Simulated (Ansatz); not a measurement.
Geometry relaxation of Cu (part 2 of 2)

Continued. System: Cu (I4/mmm, 6 atoms in the cell). Method: DFT r2SCAN, scalar-relativistic, plane waves, PAW (Ansatz 0.2.0); cutoff 500 eV, 10×8×10 k-mesh, Gaussian smearing of 0.1 eV. The structure derives from a Materials Project entry. The run did not end well. It belongs to a series of runs on one base structure; here: 0 of 6 Cu sites taken by Mn, cell and atoms relaxed.

Geometry of the input (Å; fractional positions):
```
2.8954  2.8954  0.0000
-2.8954  2.8954  0.0000
-1.4477  -1.4477  4.1079
Cu 0.0000  0.0000  0.0000
Cu 0.1667  0.5000  0.3333
Cu 0.5000  0.5000  0.0000
Cu 0.3333  0.0000  0.6667
Cu 0.6667  -0.0000  0.3333
Cu 0.8333  0.5000  0.6667
```

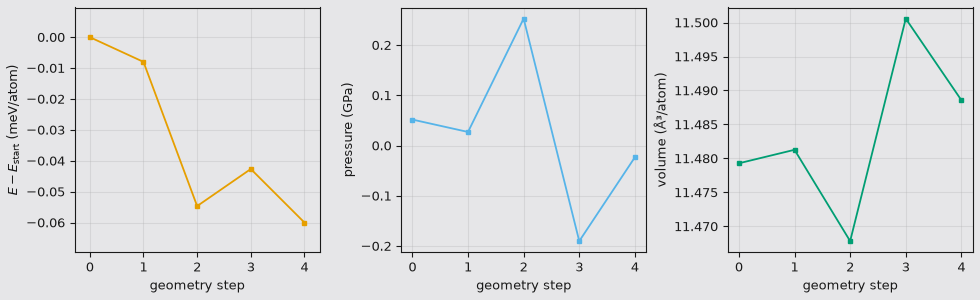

Figure 1. Progress of the relaxation, step by step (the first geometry is step 0 here and step 1 in the log).

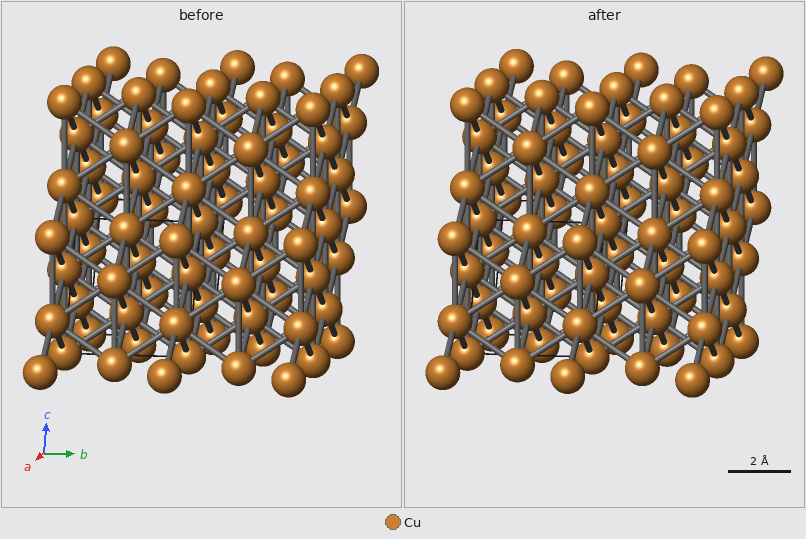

Figure 2. Before (left) and after (right) the relaxation, at one scale (ball-and-stick view of the cell of the calculation, repeated 2 × 2 × 2, seen slightly off an axis). The run was cut off at its time limit before the relaxation converged, so the last structure is only a point on the way. After 4 geometry steps the energy has fallen by 0.1 meV per atom. All forces vanish by symmetry, so only the cell relaxes. The pressure goes from 0.05 to −0.02 GPa. The atoms keep their places relative to the cell (all moves are under 0.005 Å). The volume changes by +0.1 %, with a 4.095 → 4.121 Å (+0.6 %), b 4.095 → 4.114 Å (+0.5 %), c 4.590 → 4.558 Å (−0.7 %), β 116.5° → 116.9°. Among the contacts that change: Cu1–Cu4 2.739 → 2.710 Å. The space group stays I4/mmm (No. 139). (Atoms are counted from 1 in the order of the input.)

```
Step cancelled. What follows is not a result of the run: it is the report of the last solve that finished, which converged after 6 SCF iterations.
Free energy (F): -39787.217205 eV
Harris-Foulkes:  -39787.217205 eV  (|F-HF|=5.24e-8)
Internal energy: -39787.206543 eV  (E = F + TS)
E sigma→0 (E₀):  -39787.211874 eV
Entropy (-TS):   -0.010662 eV (-1.777 meV/atom)
Fermi energy:    17.170685 eV
--- Per-component energies (eV) ---
  E_band       = -2258.004251
  E_kinetic    = 1799.905361
  E_local      = -24063.152538  (includes V_loc(G=0)·N_el)
  E_nonlocal   = 2373.690079
  E_hartree    = 10637.655767
  E_xc         = -503.256456
  E_vxc        = -748.698418  (∫ρ·V_xc dr)
  E_paw        = -10069.928154  (= ΣΔE_a)
  E_vpaw       = -2948.894023  (= ΣTr[D̂ρ^β])
  E_aug_tail   = 0.000946  (compensation charges beyond the density's cutoff)
  E_vtau       = 53.886327  (kinetic-family band-sum trace: ∫τ·v_τ [+ j·A + Jᵃ·Aᵃ] dr)
  E_ewald      = -19960.314901
  E_core_change = -1.806648  (= ΣΔE_core)
  E_smearing   = -0.010662  (= −TS)
  E_closure    = 0.000000  (closes the sum)
  Σ components = -39787.217205   (vs F -39787.217205, Δ=0.00e0)
--- Forces (eV/Å), atoms counted from 1 ---
  atom   1  Cu    -0.00000000    -0.00000000     0.00000000
  atom   2  Cu     0.00000000     0.00000000    -0.00000000
  atom   3  Cu     0.00000000     0.00000000    -0.00000000
  atom   4  Cu    -0.00000000    -0.00000000     0.00000000
  atom   5  Cu    -0.00000000     0.00000000     0.00000000
  atom   6  Cu     0.00000000     0.00000000     0.00000000
  max |Σ_I F_I| component: 7.30e-26 eV/Å
--- Stress (GPa, compression-positive) ---
       -0.112148      -0.061103       0.000000
       -0.061103      -0.112148      -0.000000
       -0.000000       0.000000      -0.119406
  P = ⅓ Tr σ = -0.1146 GPa (-1.146 kbar)
--- Band table (eV; the first three rows and the last of 155) ---
  k-point 0: bands = ["-99.3491", "-99.3323", "-99.3310", "-99.3310", "-99.3245", "-99.3245", "-55.2276", "-55.1905", "-55.1905", "-55.1895", "-55.1895", "-55.1740", "-55.1740", "-55.1706", "-55.1706", "-55.1678", "-55.1678", "-55.1465", "-55.1266", "-55.1266", "-55.1066", "-55.0999", "-55.0978", "-55.0930", "7.2144", "11.7611", "12.6217", "12.6217", "12.8655", "12.8655", "12.9450", "12.9450", "13.1039", "13.1039", "13.3787", "13.4620", "13.4620", "13.6978", "13.9911", "14.0041", "14.5403", "14.5403", "14.5411", "14.5411", "14.6843", "14.7572", "14.9679", "15.0037", "15.0037", "15.0127", "15.0127", "15.0740", "15.1484", "15.1484", "15.7038", "16.0770", "19.1663", "19.1663", "20.7606", "20.7606", "21.3847", "22.3097", "22.3097", "28.2629", "28.2629", "28.6137", "28.6137", "28.6160", "28.6160"]
  k-point 1: bands = ["-99.3487", "-99.3322", "-99.3314", "-99.3307", "-99.3272", "-99.3223", "-55.2261", "-55.2010", "-55.1917", "-55.1872", "-55.1830", "-55.1794", "-55.1766", "-55.1723", "-55.1640", "-55.1620", "-55.1607", "-55.1477", "-55.1388", "-55.1158", "-55.1088", "-55.1009", "-55.0987", "-55.0943", "7.3149", "11.8217", "12.4842", "12.5637", "12.5851", "12.6785", "13.0653", "13.1033", "13.1685", "13.2412", "13.2558", "13.3621", "13.7192", "13.7541", "13.9830", "13.9958", "14.3174", "14.3200", "14.7001", "14.7796", "14.7955", "14.7966", "14.9134", "14.9664", "14.9697", "14.9963", "15.0092", "15.0470", "15.1006", "15.1897", "15.3085", "16.6904", "17.6872", "19.5824", "20.9405", "21.4114", "21.8949", "22.0429", "22.8874", "26.5528", "27.0063", "27.4052", "27.4105", "29.9865", "29.9892"]
  k-point 2: bands = ["-99.3474", "-99.3320", "-99.3318", "-99.3305", "-99.3302", "-99.3206", "-55.2215", "-55.2107", "-55.1913", "-55.1905", "-55.1869", "-55.1813", "-55.1748", "-55.1629", "-55.1559", "-55.1535", "-55.1521", "-55.1513", "-55.1504", "-55.1151", "-55.1071", "-55.1039", "-55.1017", "-55.0982", "7.6140", "11.9955", "12.0672", "12.2545", "12.4557", "12.4711", "13.0691", "13.1281", "13.2333", "13.2421", "13.3156", "13.5520", "13.7824", "13.9615", "13.9739", "14.1369", "14.1415", "14.1459", "14.6228", "14.7463", "14.7705", "14.8215", "14.8452", "14.9665", "14.9749", "14.9884", "15.0119", "15.0594", "15.0623", "15.1533", "15.4403", "16.5998", "17.5551", "18.5074", "21.4974", "21.6240", "22.9131", "23.4305", "23.5177", "24.9502", "25.8379", "26.3921", "26.3988", "31.0437", "31.5008"]
  k-point 154: bands = ["-99.3330", "-99.3330", "-99.3318", "-99.3318", "-99.3314", "-99.3314", "-55.2215", "-55.2215", "-55.2125", "-55.2125", "-55.1638", "-55.1638", "-55.1481", "-55.1481", "-55.1466", "-55.1466", "-55.1461", "-55.1461", "-55.1447", "-55.1447", "-55.1129", "-55.1129", "-55.1087", "-55.1087", "11.3063", "11.3063", "11.8327", "11.8327", "11.8411", "11.8411", "13.1226", "13.1226", "13.2702", "13.2702", "13.5394", "13.5394", "14.0500", "14.0500", "14.1073", "14.1073", "14.3872", "14.3872", "14.5490", "14.5490", "14.7901", "14.7901", "14.8231", "14.8231", "14.8943", "14.8943", "15.5254", "15.5254", "15.6191", "15.6191", "15.6450", "15.6450", "16.1732", "16.1732", "16.3766", "16.3766", "23.7240", "23.7240", "25.2811", "25.2811", "31.5119", "31.5119", "33.3034", "33.3034", "33.3503"]
End of that report.
Error: SIGTERM received: cancelled by the caller after 2 completed SCF iterations
```

### Trajectory as extended XYZ (Å, eV, eV/Å), 5 frames, from step=1 to step=5
```
6
Lattice="2.8954 2.8954 0.0000 -2.8954 2.8954 0.0000 -1.4477 -1.4477 4.1079" Properties=species:S:1:pos:R:3:forces:R:3 step=1 energy=-39787.21685 pressure_GPa=0.05
Cu    0.0000    0.0000    0.0000    0.0000   0.0000   0.0000
Cu   -1.4477    1.4477    1.3693    0.0000   0.0000   0.0000
Cu    0.0000    2.8954    0.0000    0.0000   0.0000   0.0000
Cu    0.0000    0.0000    2.7386    0.0000   0.0000   0.0000
Cu    1.4477    1.4477    1.3693    0.0000   0.0000   0.0000
Cu    0.0000    2.8954    2.7386    0.0000   0.0000   0.0000
6
Lattice="2.8966 2.8966 0.0000 -2.8961 2.8961 0.0000 -1.4483 -1.4483 4.1059" Properties=species:S:1:pos:R:3:forces:R:3 step=2 energy=-39787.21689 pressure_GPa=0.03
Cu    0.0000    0.0000    0.0000    0.0000   0.0000   0.0000
Cu   -1.4480    1.4480    1.3686    0.0000   0.0000   0.0000
Cu    0.0003    2.8963    0.0000    0.0000   0.0000   0.0000
Cu    0.0000    0.0000    2.7373    0.0000   0.0000   0.0000
Cu    1.4483    1.4483    1.3686    0.0000   0.0000   0.0000
Cu    0.0003    2.8963    2.7373    0.0000   0.0000   0.0000
6
Lattice="2.9070 2.9070 0.0000 -2.9045 2.9045 0.0000 -1.4535 -1.4535 4.0747" Properties=species:S:1:pos:R:3:forces:R:3 step=3 energy=-39787.21717 pressure_GPa=0.25
Cu    0.0000    0.0000    0.0000    0.0000   0.0000   0.0000
Cu   -1.4522    1.4522    1.3582    0.0000   0.0000   0.0000
Cu    0.0012    2.9057    0.0000    0.0000   0.0000   0.0000
Cu    0.0000    0.0000    2.7164    0.0000   0.0000   0.0000
Cu    1.4535    1.4535    1.3582    0.0000   0.0000   0.0000
Cu    0.0012    2.9057    2.7164    0.0000   0.0000   0.0000
6
Lattice="2.9140 2.9140 0.0000 -2.9130 2.9130 0.0000 -1.4570 -1.4570 4.0646" Properties=species:S:1:pos:R:3:forces:R:3 step=4 energy=-39787.21710 pressure_GPa=-0.19
Cu    0.0000    0.0000    0.0000    0.0000   0.0000   0.0000
Cu   -1.4565    1.4565    1.3549    0.0000   0.0000   0.0000
Cu    0.0005    2.9135    0.0000    0.0000   0.0000   0.0000
Cu    0.0000    0.0000    2.7097    0.0000   0.0000   0.0000
Cu    1.4570    1.4570    1.3549    0.0000   0.0000   0.0000
Cu    0.0005    2.9135    2.7097    0.0000   0.0000   0.0000
6
Lattice="2.9141 2.9141 0.0000 -2.9091 2.9091 0.0000 -1.4571 -1.4571 4.0655" Properties=species:S:1:pos:R:3:forces:R:3 step=5 energy=-39787.21721 pressure_GPa=-0.02
Cu    0.0000    0.0000    0.0000    0.0000   0.0000   0.0000
Cu   -1.4546    1.4546    1.3552    0.0000   0.0000   0.0000
Cu    0.0025    2.9116    0.0000    0.0000   0.0000   0.0000
Cu    0.0000    0.0000    2.7103    0.0000   0.0000   0.0000
Cu    1.4571    1.4571    1.3552    0.0000   0.0000   0.0000
Cu    0.0025    2.9116    2.7103    0.0000   0.0000   0.0000
```

### What the run reported

```csv
quantity,value
outcome,stopped at the time limit
space group (tolerance 0.01 Å),I4/mmm (139)
final cell,"a = 4.121 Å, b = 4.114 Å, c = 4.558 Å, α = 90.00°, β = 116.88°, γ = 90.00°"
hardware,"1 thread of Arm Neoverse V2, 24 GiB of memory available, shared host"
wall time,8.2 min
peak memory,0.92 GiB
```

### Diagnosis

The run was cut off by its time limit, so the output is incomplete.
